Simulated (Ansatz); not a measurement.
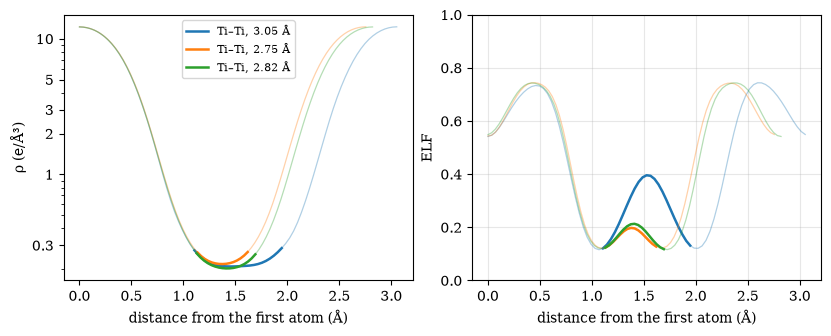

*Ti (slab). Valence electron density and electron localisation function along straight lines between neighbouring atoms. Thin, pale parts lie inside the atomic spheres.*

Not relaxed (largest force 0.6 eV/Å); computed without spin polarisation; PAW files of the earlier set (soft_1).

Method: DFT PBE, scalar-relativistic, plane waves, PAW in Ansatz.

Core electrons are frozen (PAW), and the valence fields are smoothed inside the atomic spheres.

Input file:

```
crystal:
  lattice:
    - [6.5106718526, 0.0, 0.0]
    - [0.0, 6.5106718526, 0.0]
    - [0.0, 0.0, 20.1793674177]
  atoms:
    - { symbol: Ti, position: [0.25, 0.25, 0.1982222692] }
    - { symbol: Ti, position: [0.25, 0.75, 0.1982222692] }
    - { symbol: Ti, position: [0.75, 0.25, 0.1982222692] }
    - { symbol: Ti, position: [0.75, 0.75, 0.1982222692] }
    - { symbol: Ti, position: [0.0, 0.0, 0.2788822785] }
    - { symbol: Ti, position: [0.0, 0.5, 0.2788822785] }
    - { symbol: Ti, position: [0.5, 0.0, 0.2788822785] }
    - { symbol: Ti, position: [0.5, 0.5, 0.2788822785] }
    - { symbol: Ti, position: [0.25, 0.25, 0.3551865279] }
    - { symbol: Ti, position: [0.25, 0.75, 0.3551865279] }
    - { symbol: Ti, position: [0.75, 0.25, 0.3551865279] }
    - { symbol: Ti, position: [0.75, 0.75, 0.3551865279] }
    - { symbol: Ti, position: [0.0, 0.0, 0.4301109761] }
    - { symbol: Ti, position: [0.0, 0.5, 0.4301109761] }
    - { symbol: Ti, position: [0.5, 0.0, 0.4301109761] }
    - { symbol: Ti, position: [0.5, 0.5, 0.4301109761] }
basis:
  ecutwfc: 420
kpoints:
  mp_grid: { grid: [4, 4, 1] }
hamiltonian:
  xc: pbe
  pseudopotentials: { kind: paw, azcp: { folder: soft_1 } }
scf:
  occupations: { method: gaussian, width: 0.1 }
output:
  forces: true
  eigenvalues: true
  write_density: true
  write_potential: true
  elf: true
  volumetric_format: npy
efield:
  axis: 3
  dipole_correction: true
  ramp_width: 0.04
```

Launched as:

```sh
ansatz run input.yaml --threads 4 --pin off --max-ram 12288MiB --backend cpu --events-out ev --progress --plain --runs-dir out
```

> Compare the contacts.

Ti–Ti (3.05 Å): the density is about 0.21 e/Å³ at the midpoint; the ELF is about 0.40 at the midpoint.
Ti–Ti (2.75 Å): the density is about 0.22 e/Å³ at the midpoint; the ELF is about 0.20 at the midpoint (no shared electron pair shows on this line).
Ti–Ti (2.82 Å): ρ at the midpoint is about 0.2 e/Å³; the ELF is about 0.20 at the midpoint: no shared electron pair shows on this line.
